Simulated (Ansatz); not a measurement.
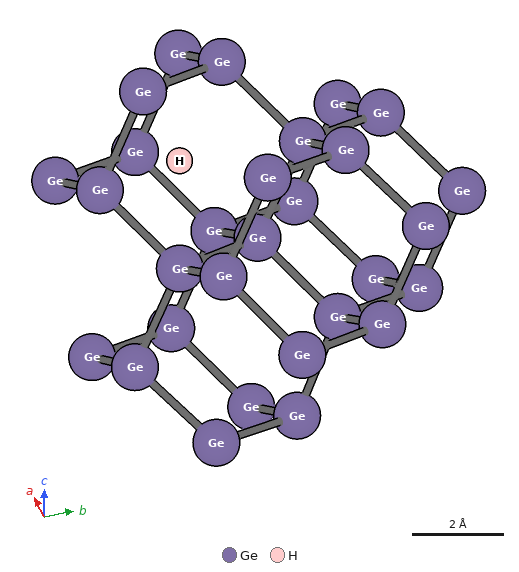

A defect cell of composition Ge64H (cell charge +2), before the relaxation. The picture is a ball-and-stick view of the atoms within 5.0 Å of the atom that moves most (axes of the cell of the calculation (origin shifted)), seen from a free direction.

These are results of DFT, PBEsol, PAW, plane waves in Ansatz, not measurements.

Set-up: plane-wave cutoff 420 eV; k-point mesh 1 × 1 × 1; mesh shifted by (0.25, 0.25, 0.25); collinear spin; atoms relaxed in a fixed cell; force threshold 0.03 eV/Å; at most 80 steps.

```
CELL_PARAMETERS angstrom
11.35118 0.00000 0.00000
0.00000 11.35118 0.00000
0.00000 0.00000 11.35118
ATOMIC_POSITIONS crystal
Ge 0.00281 0.00048 0.00463
Ge 0.99821 0.99912 0.50212
Ge 0.99770 0.50360 0.99838
Ge 0.99888 0.49840 0.50153
Ge 0.49972 0.00199 0.99906
Ge 0.49979 0.99974 0.50382
Ge 0.49741 0.49993 0.00108
Ge 0.50103 0.49740 0.50275
Ge 0.12480 0.12556 0.12462
Ge 0.12592 0.12481 0.62844
Ge 0.12479 0.62263 0.12521
Ge 0.12499 0.62254 0.62525
Ge 0.62530 0.12787 0.12399
Ge 0.62438 0.12243 0.62740
Ge 0.62543 0.62670 0.12584
Ge 0.63003 0.62493 0.62428
Ge 0.24805 0.24810 0.99788
Ge 0.25138 0.24924 0.50008
Ge 0.25184 0.74994 0.00112
Ge 0.25087 0.74653 0.49907
Ge 0.75184 0.24961 0.99995
Ge 0.75077 0.25142 0.50200
Ge 0.74612 0.74889 0.99880
Ge 0.74850 0.74857 0.49736
Ge 0.37412 0.37562 0.12316
Ge 0.37842 0.37373 0.62530
Ge 0.37320 0.87332 0.12961
Ge 0.37041 0.87632 0.62665
Ge 0.87632 0.37538 0.12214
Ge 0.87403 0.37322 0.62453
Ge 0.87580 0.87639 0.12388
Ge 0.87686 0.87735 0.62184
Ge 0.24927 0.00164 0.24937
Ge 0.25069 0.99723 0.75257
Ge 0.25207 0.49727 0.25171
Ge 0.24968 0.50074 0.74891
Ge 0.75096 0.99664 0.24968
Ge 0.74843 0.00060 0.75084
Ge 0.75002 0.50217 0.25166
Ge 0.74941 0.50246 0.75277
Ge 0.37704 0.12430 0.37505
Ge 0.37666 0.12537 0.87396
Ge 0.37370 0.62443 0.37559
Ge 0.37325 0.62330 0.87438
Ge 0.87287 0.12500 0.37782
Ge 0.87276 0.12357 0.87384
Ge 0.87533 0.62696 0.37510
Ge 0.87644 0.62579 0.87265
Ge 0.99969 0.24933 0.25015
Ge 0.00020 0.24919 0.74713
Ge 0.99935 0.75115 0.25030
Ge 0.00112 0.75184 0.74770
Ge 0.49877 0.25003 0.24981
Ge 0.50146 0.24711 0.74606
Ge 0.49988 0.74769 0.24931
Ge 0.49977 0.75093 0.74873
Ge 0.12486 0.37303 0.37399
Ge 0.12343 0.37664 0.87717
Ge 0.12244 0.87380 0.37506
Ge 0.12787 0.87583 0.87335
Ge 0.62692 0.37484 0.37452
Ge 0.62603 0.37296 0.87463
Ge 0.62565 0.87720 0.37476
Ge 0.62318 0.87703 0.87634
H 0.37606 0.37560 0.37481
```

### Predict the outcome.

Over 10 geometry steps the energy falls by 0.859 eV per cell of the calculation. The largest force component goes from 0.69 to 0.016 eV/Å. The atom that moves furthest is Ge35 (0.56 Å along [1 −1 1]). By element the largest moves are Ge 0.56 Å, H 0.25 Å. The lattice vectors keep their values. Some distances before and after: Ge35–H65 2.417 → 1.645 Å, Ge11–Ge35 2.485 → 2.909 Å, Ge8–Ge26 2.417 → 2.472 Å, Ge17–Ge25 2.483 → 2.433 Å. New bonds form, among them: Ge35–H65 (2.42 → 1.64 Å). Among the angles between lasting bonds that change: Ge35–Ge25–Ge53 107.7° → 92.3°, Ge8–Ge43–Ge35 108.6° → 93.4°, Ge25–Ge35–Ge57 110.3° → 119.9°. The program noted that the starting moments weren't kept.

Step by step:

```
step  E − E(0), meV/atom  largest force component, eV/Å
   0                0.00                         0.6872
   1               -6.34                         0.1270
   2               -6.86                         0.2288
   3               -6.86                         0.2288
   4               -7.79                         0.3409
   5               -8.90                         0.4264
   6              -10.34                         0.3698
   7              -11.66                         0.3474
   8              -13.05                         0.1404
   9              -13.11                         0.0917
  10              -13.21                         0.0160
```

The end point in the same view:

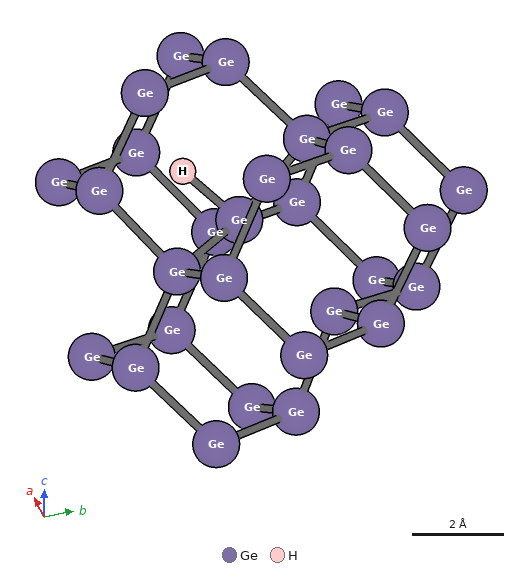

Limits of the set-up: the cell is charged, on a uniform background, and energies carry no finite-size correction.
